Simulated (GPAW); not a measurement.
# How RbBr absorbs and reflects light

Wanted: where RbBr starts to absorb, how strongly, and its refractive index. The cell comes from an older database entry, whose edges can differ from later determinations, mostly by under a per cent.

Program: GPAW 26.7.0. Level of theory: DFT, PBE, plane-wave PAW (GPAW data sets), scalar-relativistic, RPA, optical limit. Results are calculated unless marked as measured.

The database entry behind the starting cell differs from later determinations by our own check (about 0.5 % short), so it need not match the best structure at ambient conditions.

**1. Starting point**

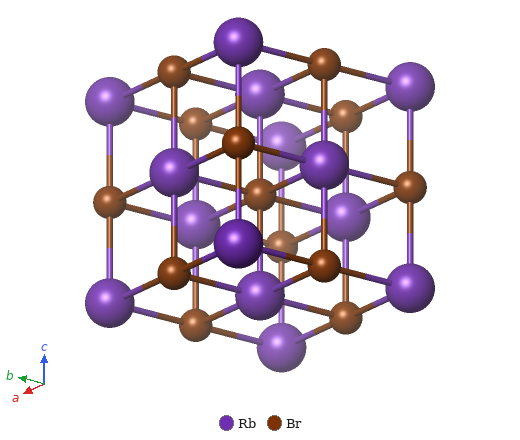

The starting structure, seen from a free direction (rubidium purple, bromine brown). This picture shows the conventional cell, with its axes. Some periodic images of atoms are drawn too.

**2. Ground state**

First the ground state: is it a metal or has it a gap?

This step: DFT, PBE, plane-wave PAW (GPAW data sets), scalar-relativistic, ground state (GPAW 26.7.0).

Input file gs.py:

```python
from ase import Atoms
from ase.dft.bandgap import bandgap
from gpaw import GPAW, PW, FermiDirac

atoms = Atoms(['Rb', 'Br'],
              cell=[[0.000000000000, 3.427000000000, 3.427000000000],
                    [3.427000000000, 0.000000000000, 3.427000000000],
                    [3.427000000000, 3.427000000000, 0.000000000000]],
              scaled_positions=[[0.000000000000, 0.000000000000, 0.000000000000],
                                [0.500000000000, 0.500000000000, 0.500000000000]],
              pbc=[True, True, True])
atoms.calc = GPAW(mode=PW(500), xc='PBE', kpts={'size': (6, 6, 6), 'gamma': True},
                  occupations=FermiDirac(0.05), maxiter=150, txt='gs.txt')
print('energy (eV)', atoms.get_potential_energy())
print('Fermi level (eV)', atoms.calc.get_fermi_level())
print('valence electrons', atoms.calc.get_number_of_electrons())
print('gap (eV)', bandgap(atoms.calc, output=None)[0])
print('direct gap (eV)', bandgap(atoms.calc, direct=True, output=None)[0])
atoms.calc.write('gs.gpw')
```

Command:

```console
OMP_NUM_THREADS=1 python gs.py
```

Numbers of over 12 decimals in the logs are rounded to 6 here.

Output:

```text
__  _  _
 | _ |_)|_||  |
 |__||  | ||/\| - 26.7.0

Versions:
  Python: 3.12.14
  ASE:    3.29.0
  Numpy:  2.5.5
  Scipy:  1.18.1
  Libxc:  7.0.0

Input parameters:
  mode=PW(ecut=500.0),
  kpts=MonkhorstPack(size=(6, 6, 6), gamma=True),
  maxiter=150,
  occupations=Occupations(name='fermi-dirac', width=0.05, fixmagmom=False),
  xc=XC(name='PBE')

Diagonalizing LCAO Hamiltonian
Converting LCAO to pw mode

                  Br

       Rb

Atoms  # Å, Bohr magnetons
|   | symbol |        x |        y |        z |    initial magnetic moments |
| 0 |     Rb | 0.000000 | 0.000000 | 0.000000 | ( 0.0000,  0.0000,  0.0000) |
| 1 |     Br | 3.427000 | 3.427000 | 3.427000 | ( 0.0000,  0.0000,  0.0000) |

Unit cell  # Å
| periodic |        x |        y |        z |  lengths |    angles |
|      yes | 0.000000 | 3.427000 | 3.427000 | 4.846510 | 60.000000 |
|      yes | 3.427000 | 0.000000 | 3.427000 | 4.846510 | 60.000000 |
|      yes | 3.427000 | 3.427000 | 0.000000 | 4.846510 | 60.000000 |

Number of symmetries: 48
Symmetry operations  # r_c * U_cc + t_c -> r_c
|    | kind |            matrix            |
|  0 |  σ   |  1, 0, 0,  1, 0,-1,  1,-1, 0 |
|  1 |  C2  |  1, 0, 0,  1,-1, 0,  1, 0,-1 |
|  2 |  E   |  1, 0, 0,  0, 1, 0,  0, 0, 1 |
|  3 |  σ   |  1, 0, 0,  0, 0, 1,  0, 1, 0 |
|  4 |  C4  |  1, 0,-1,  1, 0, 0,  1,-1, 0 |
|  5 |  S6  |  1, 0,-1,  1,-1, 0,  1, 0, 0 |
|  6 |  σ   |  1, 0,-1,  0, 1,-1,  0, 0,-1 |
|  7 |  C3  |  1, 0,-1,  0, 0,-1,  0, 1,-1 |
|  8 |  S6  |  1,-1, 0,  1, 0, 0,  1, 0,-1 |
|  9 |  C4  |  1,-1, 0,  1, 0,-1,  1, 0, 0 |
| 10 |  C3  |  1,-1, 0,  0,-1, 1,  0,-1, 0 |
| 11 |  σ   |  1,-1, 0,  0,-1, 0,  0,-1, 1 |
| 12 |  σ   |  0, 1, 0,  1, 0, 0,  0, 0, 1 |
| 13 |  C4  |  0, 1, 0,  0, 1,-1, -1, 1, 0 |
| 14 |  C3  |  0, 1, 0,  0, 0, 1,  1, 0, 0 |
| 15 |  S6  |  0, 1, 0, -1, 1, 0,  0, 1,-1 |
| 16 |  C2  |  0, 1,-1,  1, 0,-1,  0, 0,-1 |
| 17 |  σ   |  0, 1,-1,  0, 1, 0, -1, 1, 0 |
| 18 |  S4  |  0, 1,-1,  0, 0,-1,  1, 0,-1 |
| 19 |  C4  |  0, 1,-1, -1, 1, 0,  0, 1, 0 |
| 20 |  C3  |  0, 0, 1,  1, 0, 0,  0, 1, 0 |
| 21 |  σ   |  0, 0, 1,  0, 1, 0,  1, 0, 0 |
| 22 |  S6  |  0, 0, 1,  0,-1, 1, -1, 0, 1 |
| 23 |  C4  |  0, 0, 1, -1, 0, 1,  0,-1, 1 |
| 24 |  S4  |  0, 0,-1,  1, 0,-1,  0, 1,-1 |
| 25 |  C3  |  0, 0,-1,  0, 1,-1,  1, 0,-1 |
| 26 |  C2  |  0, 0,-1,  0,-1, 0, -1, 0, 0 |
| 27 |  S6  |  0, 0,-1, -1, 0, 0,  0,-1, 0 |
| 28 |  S4  |  0,-1, 1,  1,-1, 0,  0,-1, 0 |
| 29 |  C4  |  0,-1, 1,  0, 0, 1, -1, 0, 1 |
| 30 |  C2  |  0,-1, 1,  0,-1, 0,  1,-1, 0 |
| 31 |  σ   |  0,-1, 1, -1, 0, 1,  0, 0, 1 |
| 32 |  C3  |  0,-1, 0,  1,-1, 0,  0,-1, 1 |
| 33 |  S6  |  0,-1, 0,  0, 0,-1, -1, 0, 0 |
| 34 |  S4  |  0,-1, 0,  0,-1, 1,  1,-1, 0 |
| 35 |  C2  |  0,-1, 0, -1, 0, 0,  0, 0,-1 |
| 36 |  C2  | -1, 1, 0,  0, 1, 0,  0, 1,-1 |
| 37 |  S6  | -1, 1, 0,  0, 1,-1,  0, 1, 0 |
| 38 |  S4  | -1, 1, 0, -1, 0, 1, -1, 0, 0 |
| 39 |  C3  | -1, 1, 0, -1, 0, 0, -1, 0, 1 |
| 40 |  S6  | -1, 0, 1,  0, 0, 1,  0,-1, 1 |
| 41 |  C2  | -1, 0, 1,  0,-1, 1,  0, 0, 1 |
| 42 |  C3  | -1, 0, 1, -1, 1, 0, -1, 0, 0 |
| 43 |  S4  | -1, 0, 1, -1, 0, 0, -1, 1, 0 |
| 44 |  C2  | -1, 0, 0,  0, 0,-1,  0,-1, 0 |
| 45 |  i   | -1, 0, 0,  0,-1, 0,  0, 0,-1 |
| 46 |  σ   | -1, 0, 0, -1, 1, 0, -1, 0, 1 |
| 47 |  C2  | -1, 0, 0, -1, 0, 1, -1, 1, 0 |

BZ-sampling:
  Number of BZ points: 216
  Number of IBZ points: 16

  Monkhorst-Pack size: [6, 6, 6]
  Monkhorst-Pack shift: [0.083333, 0.083333, 0.083333]

K-points  # in reciprocal-cell coordinates
|     |                                coordinates |     weight |
|   0 | (  0.00000000,   0.00000000,   0.00000000) | 0.00462963 |
|   1 | (  0.16666667,   0.16666667,   0.00000000) | 0.02777778 |
|   2 | (  0.16666667,   0.16666667,   0.16666667) | 0.03703704 |
|   3 | (  0.33333333,   0.16666667,   0.16666667) | 0.05555556 |
|   4 | (  0.33333333,   0.33333333,  -0.33333333) | 0.05555556 |
|   5 | (  0.33333333,   0.33333333,   0.00000000) | 0.02777778 |
|   6 | (  0.33333333,   0.33333333,   0.16666667) | 0.11111111 |
|   7 | (  0.33333333,   0.33333333,   0.33333333) | 0.03703704 |
|   8 | (  0.50000000,   0.33333333,  -0.33333333) | 0.11111111 |
|   9 | (  0.50000000,   0.33333333,  -0.16666667) | 0.05555556 |
| ... |                                            |            |
|  15 | (  0.50000000,   0.50000000,   0.50000000) | 0.01851852 |

Plane wave coefficients: 2085
Cutoff: 500.0 eV

Spin-components: 1 (collinear spins)
Bands:           9
Projectors:      10
Spin-degeneracy: 2
Datatype:        complex128

Parallelization:
  kpt:    1
  domain: 1
  band:   1

Density:
  Valence electrons: 16.0
  Components: 1
  Grid points: [25 25 25]
  Charge: 0.0  # |e|

Potential:
  Grid points: [25 25 25]

species:
  Rb:
    name:    Rubidium
    id:
    Z:       37.0
    valence: 9
    core:    28
    charge:  0.0  # [|e|]
    compensation charges:
      type: gauss
      rc: 0.38  # [Å]
      lmax: 2
    cutoffs:
      filter: 2.43  # [Å]
      core: 1.99  # [Å]
    projectors
    | kind |    occ | energy [eV] | rcut [Å] |
    |   4s |  2.000 |     -31.879 |    1.376 |
    |   5s |  1.000 |      -2.231 |    1.376 |
    |   4p |  6.000 |     -15.966 |    1.270 |
    |    p |        |      11.245 |    1.270 |
    |    d |        |       0.000 |    1.217 |

    Using partial waves for Rb as LCAO basis

  Br:
    name:    Bromine
    id:
    Z:       35.0
    valence: 7
    core:    28
    charge:  0.0  # [|e|]
    compensation charges:
      type: gauss
      rc: 0.35  # [Å]
      lmax: 2
    cutoffs:
      filter: 1.98  # [Å]
      core: 2.38  # [Å]
    projectors
    | kind |    occ | energy [eV] | rcut [Å] |
    |   4s |  2.000 |     -20.121 |    1.111 |
    |   4p |  5.000 |      -7.861 |    1.111 |
    |    s |        |       7.091 |    1.111 |
    |    p |        |      19.351 |    1.111 |
    |    d |        |       0.000 |    1.111 |

    Using partial waves for Br as LCAO basis

Reference energy: -152005.600152  # eV

eigensolver:
  PPCG
  Converge bands: occupied
  niter=2

density mixing:
  MSR1-Mixer
  Pratt-step length: 0.05
  Maximum mixing coefficient: 0.75
  Old densities: 10
  SVD Regularization: 0.005
  Good broyden scale: 1.0
  Trust region scale: 1.0
  Backstep threshold: 4.0
  History deletion threshold: 6.0
  Fourier metric: weight=20.0, sigma=0.015

occupation numbers:
  Fermi-Dirac:
    width: 0.0500  # eV

poisson solver:
  ecut: 4000.0  # eV

xc functional:
  name: PBE with 2 nearest neighbor stencil

convergence criteria:
- Maximum [total energy] change in last 3 cyles: 0.0005 eV / valence electron
- Maximum integral of absolute [dens]ity change: 0.0001 electrons / valence electron
- Maximum integral of absolute [eigenst]ate change: 4e-08 eV^2 / valence electron
maximum number of iterations: 150

SCF iterations
|iter     |      energy | eigst |  dens |
|iter:   1||   -6.190132 | -1.03 |       |
|iter:   2||   -6.159427 | -2.98 | -1.28 |
|iter:   3||   -6.041248 | -1.82 | -1.32 |
|iter:   4||   -6.046292 | -3.35 | -1.73 |
|iter:   5||   -6.048914c| -4.20 | -2.12 |
|iter:   6||   -6.049044c| -5.49 | -2.95 |
|iter:   7||   -6.049059c| -6.37 | -3.44 |
|iter:   8||   -6.049060c| -7.59c| -4.30c|

Converged in 8 steps
SCF loop duration: 3.290 s (0.411 s/step)
Energy contributions relative to reference atoms: (reference = -152005.600152)

Energy contributions:
  Kinetic:          10.305546
  Coulomb:          -9.669399
  Zero:             -0.053958
  External:          0.000000
  Xc:               -6.631248
  Entropy:          -0.000000
  Spinorbit:         0.000000
  ----------------------------
  Free energy:      -6.049060
  Extrapolated:     -6.049060

dipole moment: (-26.243255, -26.243255, -26.243255)  # |e|*Ang

Fermi level: 1.657
Eigenvalues  # (at kpt = [0.000, 0.000, 0.000])
| band index |      eig [eV] | occ [0-2] |
|          0 |       -24.489 |     2.000 |
|          1 |       -12.251 |     2.000 |
|          2 |        -8.578 |     2.000 |
|          3 |        -8.578 |     2.000 |
|          4 |        -8.578 |     2.000 |
|          5 |        -0.082 |     2.000 |
|          6 |        -0.082 |     2.000 |
|          7 |        -0.082 |     2.000 |
|          8 |         4.285 |     0.000 |

Gap: 4.368 eV
Transition (v -> c):
  (s=0, k=0, n=7, [0.00, 0.00, 0.00]) -> (s=0, k=0, n=8, [0.00, 0.00, 0.00])
No difference between direct/indirect transitions

--- standard output ---
energy (eV) -6.049060
Fermi level (eV) 1.657149
valence electrons 16.0
gap (eV) 4.367743
direct gap (eV) 4.367743
```

Run time: 4.5 s. Hardware: 1 thread of Arm Neoverse V2, shared host; peak memory 0.15 GiB.

Read-outs, printed or worked out from the files:

| Property | Result |
| --- | --- |
| energy | -6.049 eV |
| Fermi energy | 1.657 eV |
| gap on the k-mesh | 4.368 eV |
| direct gap on the mesh | 4.368 eV |
| electrons | 16 |

There is a gap, 4.37 eV on this mesh (points off the mesh can give less), so no carriers' term is needed.

**3. Bands for the response**

At the fixed density, many empty bands are solved on the mesh of the response, since the spectrum sums over them.

This step: DFT, PBE, plane-wave PAW (GPAW data sets), scalar-relativistic, bands at fixed density (GPAW 26.7.0).

Input file nscf.py:

```python
from ase.dft.bandgap import bandgap
from gpaw import GPAW, FermiDirac

calc = GPAW('gs.gpw').fixed_density(kpts={'size': (9, 9, 9), 'gamma': True}, nbands=53, convergence={'bands': 47},
                                    occupations=FermiDirac(0.001), txt='nscf.txt')
print('gap (eV)', bandgap(calc, output=None)[0])
print('direct gap (eV)', bandgap(calc, direct=True, output=None)[0])
print('top band over the Fermi level (eV)', min(calc.get_eigenvalues(kpt=k)[46] for k in range(len(calc.get_ibz_k_points()))) - calc.get_fermi_level())
calc.write('full.gpw', mode='all')
```

Command:

```console
OMP_NUM_THREADS=1 python nscf.py
```

Output:

```text
Diagonalizing LCAO Hamiltonian
Converting LCAO to pw mode
convergence criteria:
- Maximum integral of absolute [eigenst]ate change: 4e-08 eV^2 / valence electron
maximum number of iterations: 150

SCF iterations
|iter     |      energy | eigst |  dens |
|iter:   1||             | +3.87 |       |
|iter:   2||             | +2.53 |       |
|iter:   3||             | +1.48 |       |
|iter:   4||             | +0.08 |       |
|iter:   5||             | -1.10 |       |
|iter:   6||             | -2.14 |       |
|iter:   7||             | -3.01 |       |
|iter:   8||             | -3.96 |       |
|iter:   9||             | -4.82 |       |
|iter:  10||             | -5.78 |       |
|iter:  11||             | -6.59 |       |
|iter:  12||             | -7.28 |       |
|iter:  13||             | -7.63c|       |
SCF steps: 13
  __  _  _
 | _ |_)|_||  |
 |__||  | ||/\| - 26.7.0

Versions:
  Python: 3.12.14
  ASE:    3.29.0
  Numpy:  2.5.5
  Scipy:  1.18.1
  Libxc:  7.0.0

Input parameters:
  mode=PW(ecut=500.0),
  convergence={'bands': 47},
  gpts=array([25, 25, 25]),
  kpts=MonkhorstPack(size=(9, 9, 9), gamma=True),
  maxiter=150,
  nbands=53,
  occupations=Occupations(name='fermi-dirac', width=0.001, fixmagmom=False),
  parallel={},
  xc=XC(name='PBE')

--- standard output ---
gap (eV) 4.367743
direct gap (eV) 4.367743
top band over the Fermi level (eV) 30.431814
```

Run time: 60 s. Hardware: 1 thread; peak memory 0.22 GiB.

(Part 1 of 2 ends here.)

[Machine, clock and banner lines and Python warnings are left out of the logs.]

[Logs are printed without paths, hosts, clocks, repeated set-up lines and the standing remarks that a program may print on its own settings, such as how far it seeks lower states.]

[Hosts, paths, dates, database ids (printed as entryN), source tags and the programs' standing remarks are cut or masked in the printed files.]
